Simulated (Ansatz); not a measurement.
Run report: Al₂Ru, phonon calculation

System: Al₂Ru (6 atoms in the cell).
Method: DFT PBEsol, scalar-relativistic, plane waves, PAW, no spin polarisation (Ansatz 0.2.0).

The structure derives from a Materials Project entry. It belongs to a series of runs on one base structure; here: phonons at volume × 0.98. Figures and captions count atoms from 1; the log counts them from 0 in places.

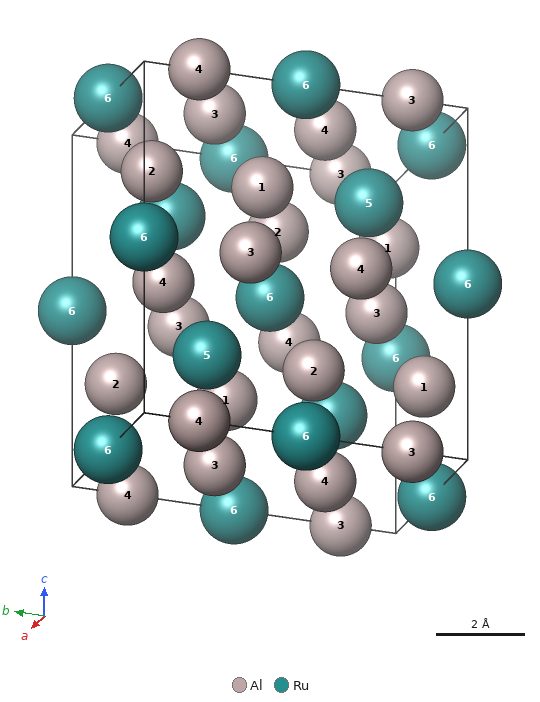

*The input geometry (spheres-only view of the cell 4 times as large as that of the calculation, set on its symmetry axes, seen at an oblique angle; atoms are numbered from 1 in the order of the input).*

Input file
```yaml
crystal:
  lattice:
    - [0.0, 3.9569838365, 4.3600191962]
    - [2.3348499907, 0.0, 4.3600191962]
    - [2.3348499907, 3.9569838365, 0.0]
  atoms:
    - { symbol: Al, position: [0.0792243796, 0.4207756204, 0.0792243796] }
    - { symbol: Al, position: [0.4207756204, 0.0792243796, 0.4207756204] }
    - { symbol: Al, position: [0.1707756204, 0.8292243796, 0.1707756204] }
    - { symbol: Al, position: [0.8292243796, 0.1707756204, 0.8292243796] }
    - { symbol: Ru, position: [0.75, 0.75, 0.75] }
    - { symbol: Ru, position: [0.5, 0.5, 0.5] }
basis:
  ecutwfc: 420
kpoints:
  mp_grid: { grid: [10, 10, 10] }
hamiltonian:
  xc: pbesol
scf:
  occupations: { method: gaussian, width: 0.01 }
output:
  eigenvalues: true
phonons:
  method: dfpt
  eigenvectors: true
```

Run as:
```bash
ansatz run input.yaml --threads 2 --pin off --max-ram 7168MiB --backend cpu --events-out ev --progress --plain --runs-dir out
```

What the program printed
```
zone centre: on kpoints.mp_grid the ground state, and the responses unless they are solved on pairs of k-points, stand on 282 of the mesh's 1000 k-points, reduced under 2 symmetry operations, with k and −k counted as one. Each operation leaves every solved displacement unchanged or reverses it
Engine: ansatz 0.2.0, x86_64-unknown-linux-gnu
Pseudopotentials: kind: paw
Pseudopotential: Al, paw, valence charge 3, recommended cutoff 420 eV (normal), Al.paw.azcp
Pseudopotential: Ru, paw, valence charge 16, recommended cutoff 420 eV (normal), Ru.paw.azcp
Functional definition: PBEsol
  exchange = pbesol_x
  correlation = pbesol_c
Crystal: 6 atoms, lattice volume = 80.564 Å³
Basis set: ecut = 420 eV, 1605 PW (Γ), exchange–correlation on 80×80×80 points (8 copies of the dense FFT grid, shifted against one another)
Bands: 28, of which v1, the nominal top of the filled ones, is band 22 counted from 1 (21 counted from 0)
Symmetry: 8 space group operations
k-points: 282 of 1000 (irreducible under 2 space group operations, time reversal used)
Non-local potential: Al, projectors of the file, l = 0: 2, l = 1: 2, l = 2: 1
Non-local potential: Ru, projectors of the file, l = 0: 3, l = 1: 2, l = 2: 2, l = 3: 1
PAW form: soft (Blöchl's): semilocal exchange-correlation on the pseudo side does not see the compensation charge
PAW frozen core: Al, regenerated for the run's functional, and the local potential with it (the file was generated under x = pbe(κ = 0.804, μ = 0.2195149727645171), c = pbe(β = 0.06672455060314922))
PAW frozen core: Ru, regenerated for the run's functional, and the local potential with it (the file was generated under x = pbe(κ = 0.804, μ = 0.2195149727645171), c = pbe(β = 0.06672455060314922))
PAW one-centre angular grid: Al, 110 points (default); XC on 64 Gauss nodes
PAW one-centre angular grid: Ru, 590 points (default); XC on 64 Gauss nodes
Initial density: superposition of atomic densities (neutral atoms: chi_scale 0, normalization atom), corrected by the library's trained network
Initial wavefunctions: pseudopotential atomic-orbital guess
Functional: x = pbesol(κ = 0.804, μ = 0.12345679012345678), c = pbesol(β = 0.046)
SCF iter   1: F=—  HF=-13735.307675 eV  |F-HF|=—  |Δ(HF+E_count)|=         —  Δρ=6.55e-3  dr2=3.62e-2  ethr=1.77e-3  ⟨swp⟩=7.3  Hψ=37994  notcnv=0
preconditioner: auto → none  [insulator: Δε(μ)=0.168 eV  Ē_g=6.670 eV  σ=0.010 eV  W_gap=1.00  n_scr=16 (ndim 8)  ℏωp=21.9 eV  f_vac=0.000  D(μ)=0.00/eV (n_scr^D=0)  ε∞_Penn≈11.8]
SCF iter   2: F=—  HF=-13735.301380 eV  |F-HF|=—  |Δ(HF+E_count)|=   6.29e-3  Δρ=1.94e-3  dr2=1.39e-3  ethr=8.22e-5  ⟨swp⟩=3.0  Hψ=15473  notcnv=0  defer=400
SCF iter   3: F=—  HF=-13735.301275 eV  |F-HF|=—  |Δ(HF+E_count)|=   1.05e-4  Δρ=6.14e-4  dr2=8.96e-5  ethr=3.15e-6  ⟨swp⟩=2.3  Hψ=12780  notcnv=0  defer=402
SCF iter   4: F=—  HF=-13735.301284 eV  |F-HF|=—  |Δ(HF+E_count)|=   9.26e-6  Δρ=3.34e-5  dr2=7.81e-7  ethr=2.04e-7  ⟨swp⟩=1.2  Hψ=7559  notcnv=0  defer=402
SCF iter   5: F=—  HF=-13735.301284 eV  |F-HF|=—  |Δ(HF+E_count)|=   3.34e-7  Δρ=9.69e-6  dr2=3.09e-8  ethr=1.78e-9  ⟨swp⟩=2.0  Hψ=12234  notcnv=0  defer=402
SCF iter   6: F=—  HF=-13735.301284 eV  |F-HF|=—  |Δ(HF+E_count)|=   3.97e-9  Δρ=1.66e-6  dr2=8.46e-10  ethr=7.01e-11  ⟨swp⟩=2.6  Hψ=12650  notcnv=0  defer=402
SCF iter   7: F=—  HF=-13735.301284 eV  |F-HF|=—  |Δ(HF+E_count)|=  9.46e-11  Δρ=1.74e-7  dr2=1.72e-11  ethr=1.92e-12  ⟨swp⟩=2.2  Hψ=13353  notcnv=0  defer=402
SCF iter   8: F=-13735.301284 eV  HF=-13735.301284 eV  |F-HF|=1.82e-12  |Δ(HF+E_count)|=  1.82e-12  Δρ=2.70e-8  dr2=2.54e-13  ethr=1.00e-12  ⟨swp⟩=8.9  Hψ=34495  notcnv=0
SCF 1 converged in 8 iterations: F = -13735.301284 eV  dr2 = 2.54e-13
  greatest PAW one-centre occupation: 0.999 electrons in one spin orbital (limit 2), on the Ru atom at site 5 (counted from 0), in its partial waves of l = 0
```

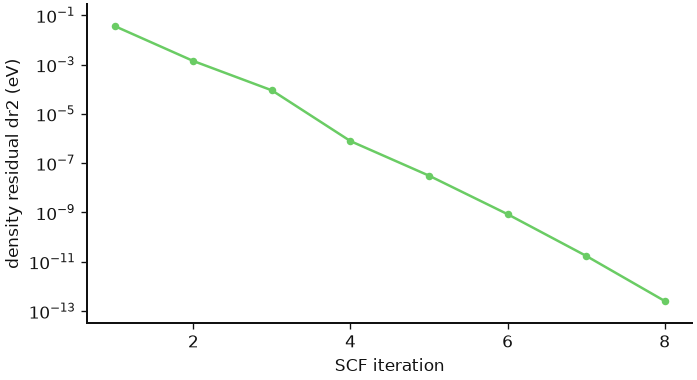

*Convergence of the self-consistent field: density residual dr2 against the SCF iteration.*

The residual falls at every step.

```
DFPT response loops at Γ: preconditioner auto → Resta (q_TF=auto, 2.467 Å⁻¹)  ε∞=25.6 (no band partly filled); β = 1.00, the filter's whole step (`scf.mixing.beta` (0.50) is not read by the response loops at its default; to damp them type it under 1.00, their step now; it binds the ground state too); Broyden in place of MSR1
SCF converged after 8 iterations
Free energy (F): -13735.301284 eV
Harris-Foulkes:  -13735.301284 eV  (|F-HF|=1.82e-12)
Internal energy: -13735.301284 eV  (E = F + TS)
E sigma→0 (E₀):  -13735.301284 eV
Fermi energy:    14.529011 eV
--- Per-component energies (eV) ---
  E_band       = -275.702846
  E_kinetic    = 1136.716158
  E_local      = -4165.264509  (includes V_loc(G=0)·N_el)
  E_nonlocal   = 733.404271
  E_hartree    = 1542.265792
  E_xc         = -543.398042
  E_vxc        = -602.817870  (∫ρ·V_xc dr)
  E_paw        = -8620.411675  (= ΣΔE_a)
  E_vpaw       = -462.272055  (= ΣTr[D̂ρ^β])
  E_aug_tail   = -0.000394  (compensation charges beyond the density's cutoff)
  E_ewald      = -3819.196032
  E_core_change = 0.583148  (= ΣΔE_core)
  E_smearing   = -0.000000  (= −TS)
  E_closure    = -0.000000  (closes the sum)
  Σ components = -13735.301284   (vs F -13735.301284, Δ=0.00e0)
--- Band table (eV; the first three rows and the last of 282) ---
  k-point 0: bands = ["-58.0389", "-58.0247", "-28.2101", "-28.1246", "-28.1158", "-28.0706", "-28.0580", "-28.0506", "3.2754", "8.1288", "9.6896", "9.7472", "10.2410", "10.7574", "10.9440", "10.9449", "11.1048", "11.4592", "12.4244", "13.2030", "13.2651", "14.4836", "16.2038", "16.7985", "16.8859", "17.1515", "17.3201", "17.9787"]
  k-point 1: bands = ["-58.0386", "-58.0250", "-28.2090", "-28.1291", "-28.1125", "-28.0708", "-28.0581", "-28.0506", "3.3960", "8.1344", "9.3214", "9.7757", "9.9780", "10.9108", "10.9583", "11.1407", "11.3091", "11.5199", "12.3385", "13.1352", "13.2613", "13.9720", "16.0988", "16.2859", "16.8312", "17.0608", "17.3120", "18.2763"]
  k-point 2: bands = ["-58.0379", "-58.0257", "-28.2060", "-28.1369", "-28.1087", "-28.0709", "-28.0584", "-28.0506", "3.7524", "8.1000", "8.7210", "9.5301", "9.9717", "10.8205", "10.9154", "11.3158", "11.4952", "12.0176", "12.2700", "12.8820", "13.0981", "13.3192", "15.4063", "16.1572", "16.6971", "16.7868", "17.8181", "18.5498"]
  k-point 281: bands = ["-58.0317", "-58.0317", "-28.1646", "-28.1646", "-28.1061", "-28.1061", "-28.0460", "-28.0460", "5.2328", "5.2328", "9.1692", "9.1692", "10.6391", "10.6391", "10.8836", "10.8836", "12.1107", "12.1107", "12.8453", "12.8453", "13.1213", "13.1213", "16.7840", "16.7840", "17.0296", "17.0296", "18.1589", "18.1589"]
--- Phonons (Γ-DFPT): 6 representative perturbations + reference, on 282 of 1000 k-points (Σ response iterations 21) ---
  k mesh reduced under 2 symmetry operations, with k and −k counted as one. Each operation leaves every solved displacement unchanged or reverses it
  ASR residual: 2.612e-5 → 0.000e0 eV/Å²; symmetrization residual: 7.114e-6 eV/Å²
  ASR residual per site (eV/Å²): 9.91e-6 9.91e-6 9.91e-6 9.91e-6 2.61e-5 2.61e-5
  Γ frequencies (cm⁻¹): 0.00 0.00 0.00 138.22 188.55 210.50 230.20 252.23 252.73 255.38 274.46 309.51 360.41 366.67 392.44 403.36 424.84 482.56
  non-analytic LO–TO correction: not included (Born effective charges unavailable; polar crystals: no LO–TO splitting at Γ)
```

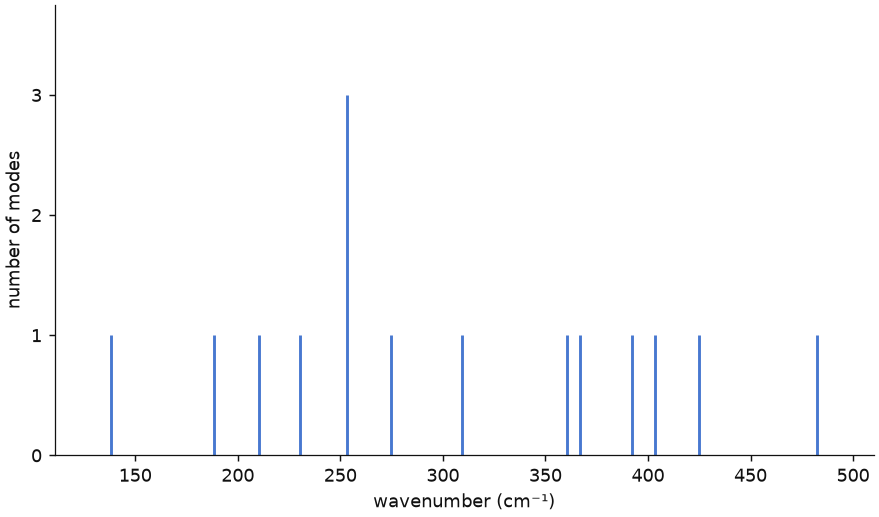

*Optical phonons at the zone centre (no LO–TO term); neighbouring modes closer than 3 cm⁻¹ are counted in one stick.*

15 modes from 138 to 483 cm⁻¹, none imaginary.

Results in brief

```json
{"quantity": "outcome", "value": "converged"}
{"quantity": "space group (tolerance 0.01 Å)", "value": "Fddd (70)"}
{"quantity": "electrons treated", "value": "44"}
{"quantity": "free energy", "value": "−13735.3013 eV"}
{"quantity": "Fermi energy", "value": "14.529 eV"}
{"quantity": "gap on the k-point mesh", "value": "0.09 eV"}
{"quantity": "hardware", "value": "2 threads of Intel Xeon (Sapphire Rapids), 32 GiB of memory available, shared host"}
{"quantity": "wall time", "value": "2.7 min (CPU time 5.2 min)"}
{"quantity": "peak memory", "value": "2.2 GiB"}
```
